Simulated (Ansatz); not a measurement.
Read the following structure.

```
Mg O
1.0
     2.99528    0.00000    0.00000
    -1.49764    2.59399    0.00000
     0.00000    0.00000    2.97308
Mg O
1 1
Direct
  0.00000 0.00000 0.00000
  0.33333 0.66667 0.50000
```

> Say what kind of structure these coordinates give.

It has the composition MgO. Space group: P-6m2 (No. 187). Lattice: primitive hexagonal. Its structure type: tungsten carbide (WC) type. The cell holds 2 atoms (1 Mg, 1 O), Z = 1. Mg is linked to six O in a trigonal prismatic arrangement at 2.28 Å. O is linked to six Mg in a trigonal prismatic arrangement at 2.28 Å. The bonds build a three-dimensional framework.

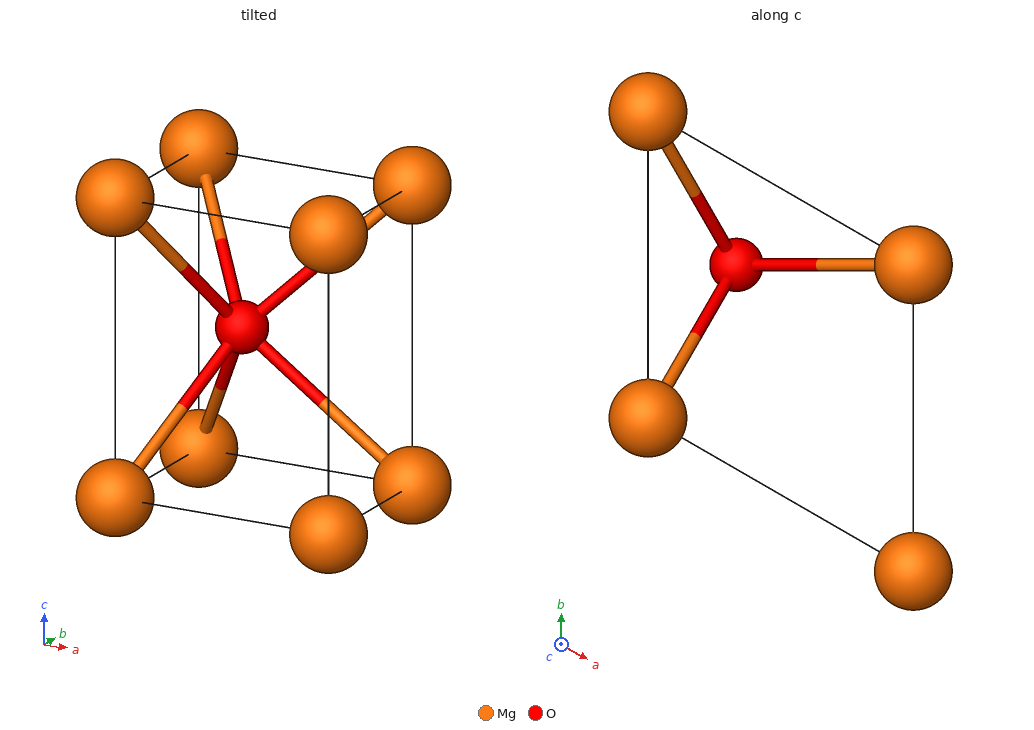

The image is a ball-and-stick drawing of a crystal, viewed slightly off an axis and along the c axis. Thin lines show the conventional unit cell, with boundary atoms drawn in all their periodic places.

The structure comes from a structure listed in the Materials Project. The cell was then strained or its atoms displaced on purpose. It went into a calculation with Ansatz.

At this level of theory the cell isn't at rest (stretched, at -15 GPa), so its distances can differ from those at equilibrium, the more so the softer the solid.
